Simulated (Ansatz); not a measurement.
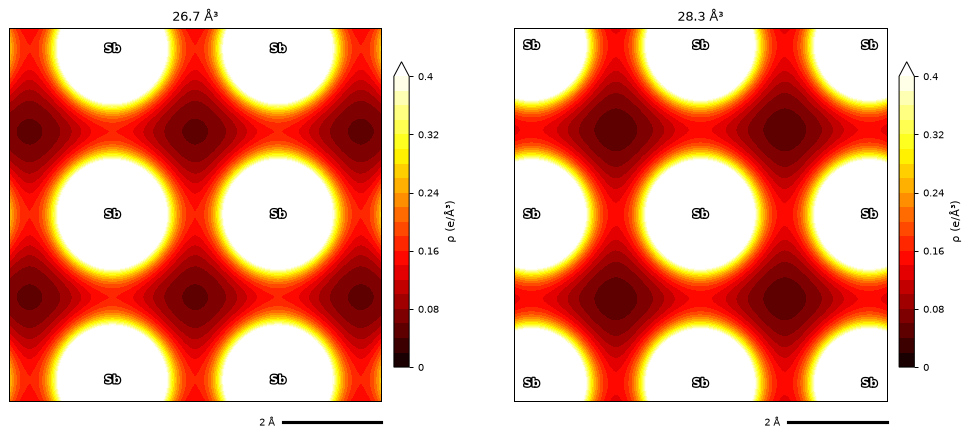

Sb. The valence charge density (pseudo) of cells scaled evenly to different volumes (given per atom above each panel), on the (101) plane of each (indices in the axes of the cell below), at one length scale and on one colour scale.

A structure from a database of computed crystals, not necessarily the ambient phase.

These are results of Kohn-Sham DFT of a periodic cell, LDA, Ansatz PAW in Ansatz, not measurements.

Core electrons are frozen (PAW), and the valence fields are smoothed inside the atomic spheres.

The largest cell:

```yaml
crystal:
  lattice:
    - [0.00000, 2.41775, 2.41775]
    - [2.41775, 0.00000, 2.41775]
    - [2.41775, 2.41775, 0.00000]
  atoms:
    - { symbol: Sb, position: [0.00000, 0.00000, 0.00000] }
```

| volume (Å³/atom) | Sb–Sb contact in the plane (Å) | ρ at its midpoint (e/Å³) | pressure (GPa) | 
| --- | --- | --- | --- |
| 26.67 | 3.353 | 0.160 | −2.3 | 
| 27.73 | 3.398 | ? | ? | 
| 28.27 | 3.419 | 0.146 | −5.4 | 

Q: Estimate the missing row, and compare with the calculation.

A: Over the known rows ln ρ falls by 1.39 per Å of Sb–Sb distance (the line through the two), which gives 0.150 e/Å³ at 3.398 Å; the calculation gives 0.150 e/Å³. For the pressure, a straight line in volume between the neighbouring rows gives −4.4 GPa; the calculation gives −4.5.
